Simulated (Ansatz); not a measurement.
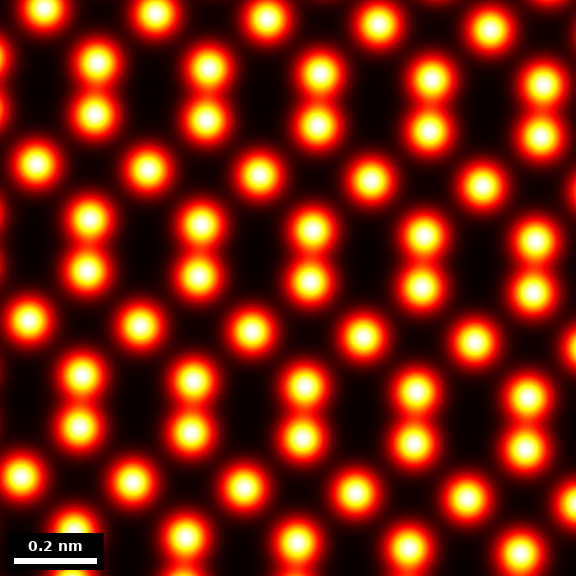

HAADF-like image of Ir (P6/mmm, No. 191). The image is simulated as a sum over atoms of Z^1.7, blurred by a 0.85 Å probe (no channelling). The probe carries 15 % of its weight in a tail 2.5 times as wide. Structure used: the end point of a relaxation with Ansatz 0.2.0, DFT, revPBE, plane waves (420 eV) with PAW, scalar-relativistic; the starting structure was generated, so it need not be a known form of this composition.

```cif
data_structure
_symmetry_space_group_name_H-M 'P6/mmm'
_symmetry_Int_Tables_number 191
_cell_length_a 4.3919
_cell_length_b 4.3919
_cell_length_c 2.7133
_cell_angle_alpha 90.000
_cell_angle_beta 90.000
_cell_angle_gamma 120.000
_cell_volume 45.33
loop_
_atom_site_label
_atom_site_type_symbol
_atom_site_symmetry_multiplicity
_atom_site_Wyckoff_symbol
_atom_site_fract_x
_atom_site_fract_y
_atom_site_fract_z
_atom_site_occupancy
Ir1 Ir 1 a 0.00000 0.00000 0.00000 1
Ir2 Ir 2 d 0.33333 0.66667 0.50000 1
```

**Which beam direction gives this image, [310], [101], [100] or [102]? (Directions equivalent by symmetry count as one.)**

[100]. The projected cells are 1.44 × 2.71 Å, 90° for [310]; 2.31 × 3.97 Å, 107° for [101]; 2.71 × 3.80 Å, 90° for [100]; 1.71 × 3.80 Å, 90° for [102], and the image repeats as the [100] one does.
